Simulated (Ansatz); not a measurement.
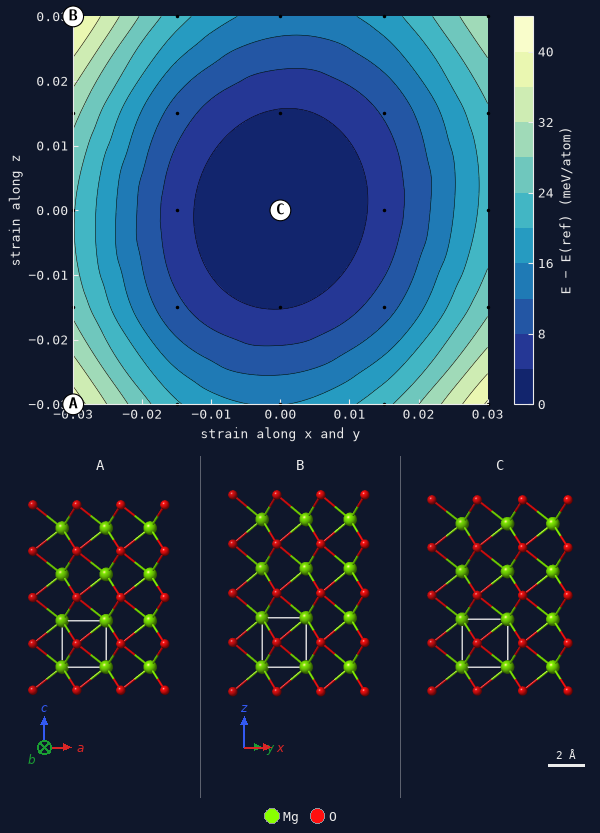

Solid MgO (P-6m2): the cell is strained equally along x and y and separately along z, with the atoms kept at their fractional coordinates. x, y and z are the Cartesian axes of the input. The map is interpolated between the computed points (dots). The lettered frames are marked on it. A ball-and-stick model of the cell of the calculation, repeated 2 × 2 × 3 with one cell outlined, seen along the b axis.

Theory: Ansatz, DFT PBE, scalar-relativistic, plane waves, PAW. Settings: plane-wave cutoff 420 eV; k-point mesh 9 × 9 × 8; occupations gaussian; smearing width 0.05 eV; no spin polarisation. Energies (free energies at the smearing named) are counted from the cell as listed in its source, which wasn't relaxed.

> Describe the energy landscape.

In pairs of (strain along x and y; strain along z): the lowest computed point lies at (0.000, 0.000) (0.0 meV/atom), the highest at (−0.030, 0.030) (41.6 meV/atom).  Over the ranges scanned the energy rises more along the first axis, the in-plane strain. The pressure runs from −10.2 GPa at (0.030, 0.030) to 15.2 GPa at (−0.030, −0.030). The frames lie at A (−0.030, −0.030): 38.2 meV/atom, B (−0.030, 0.030): 41.6 meV/atom, C (0.000, 0.000): 0.0 meV/atom.

The computed points:

Rows: strain along x and y; columns: strain along z; values in meV/atom.

|  | −0.030 | −0.015 | 0.000 | 0.015 | 0.030 |
| --- | --- | --- | --- | --- | --- |
| −0.030 | 38.2 | 27.0 | 24.3 | 29.3 | 41.6 |
| −0.015 | 20.6 | 9.1 | 5.8 | 10.2 | 21.7 |
| 0.000 | 15.9 | 3.9 | 0.0 | 3.6 | 14.3 |
| 0.015 | 22.9 | 10.3 | 5.6 | 8.4 | 18.1 |
| 0.030 | 40.6 | 27.1 | 21.6 | 23.4 | 32.0 |
